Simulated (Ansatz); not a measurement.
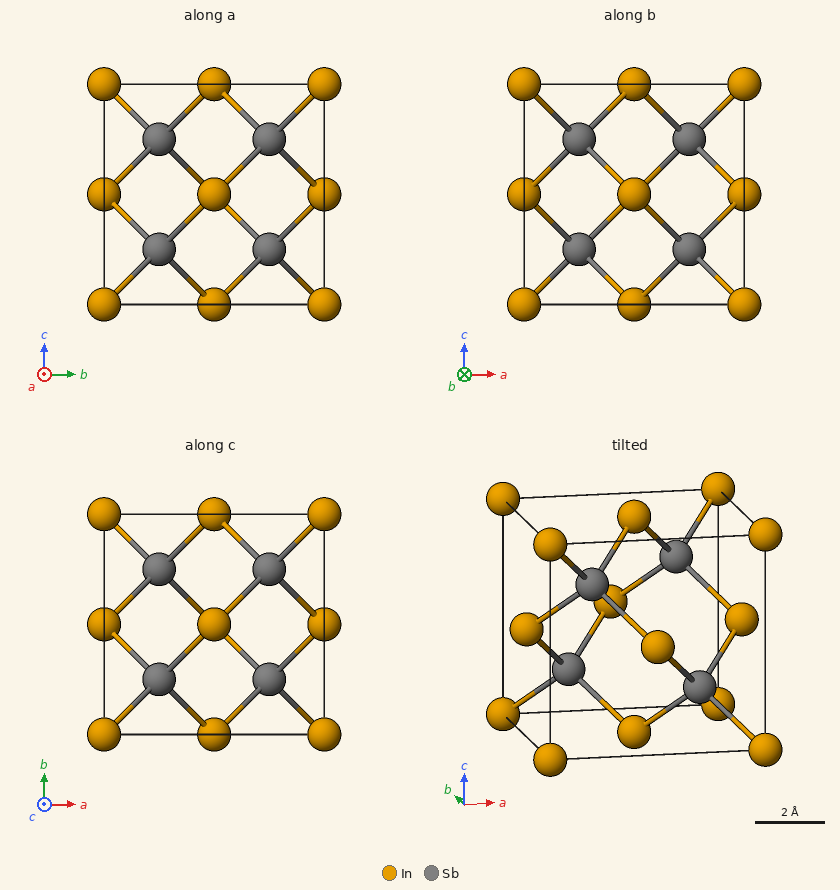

A ball-and-stick picture of a crystal structure, seen along the a axis, along the b axis, along the c axis and slightly off an axis. One conventional unit cell is framed, with atoms on its boundary repeated.

Lattice parameters: a = 6.471 Å, b = 6.471 Å, c = 6.471 Å, α = 90.00°, β = 90.00°, γ = 90.00°.

**Put the structure into a table of Wyckoff sites.**

Space group F-43m (No. 216).
| atom | site | x | y | z |
| --- | --- | --- | --- | --- |
| In | 4a | 0.0000 | 0.0000 | 0.0000 |
| Sb | 4d | 0.2500 | 0.2500 | 0.7500 |

Its origin is a structure type filled with these elements by a generator (whether the compound takes this form wasn't checked). The cell was then strained or its atoms displaced on purpose. A calculation with Ansatz used it as input.
